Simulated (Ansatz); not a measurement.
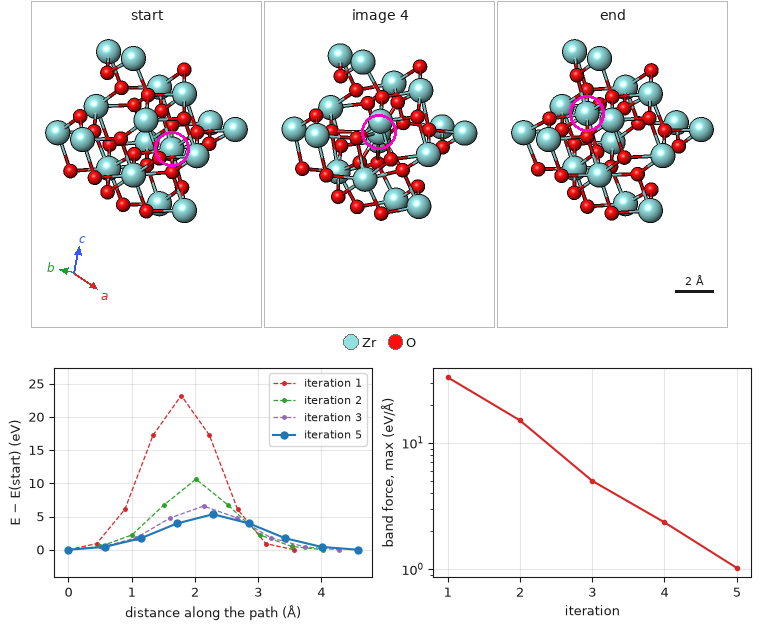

A search for the minimum-energy path of a defect cell of composition Zr₇O₁₆ with a Zr vacancy (23 atoms in the cell) by the nudged elastic band. Images are numbered from 0 (start) to 8 (end). The plot follows the band through its iterations. Style: ball-and-stick. Shown: the atoms within 4.8 Å of the middle of the path, slightly off an axis. The moving atom is ringed, with any periodic copies. Bonds to atoms that aren't drawn are left out.

Method: DFT PBEsol, scalar-relativistic, plane waves, PAW in Ansatz. Set-up: plane-wave cutoff 420 eV; k-point mesh 4 × 4 × 4; Gaussian smearing 0.05 eV; 7 movable images; climbing image; force threshold 0.05 eV/Å; iteration limit 60.

**Did the band converge, and can the barrier be trusted?**

The result isn't final. The run hit its time limit after 5 iterations, unconverged. The largest component of the band force went from 33 to 1 eV/Å. The barrier read from it is provisional: over the last two iterations the highest image moved from 6.58 eV to 5.34 eV. The first iteration put the highest image at 23.22 eV. The barrier is about 5.34 eV in both directions, with image 4 at the top; the ends have the same energy.

Limits of the set-up: the periodic images lie only 7.2 Å apart, so the values are limited by the cell's size.
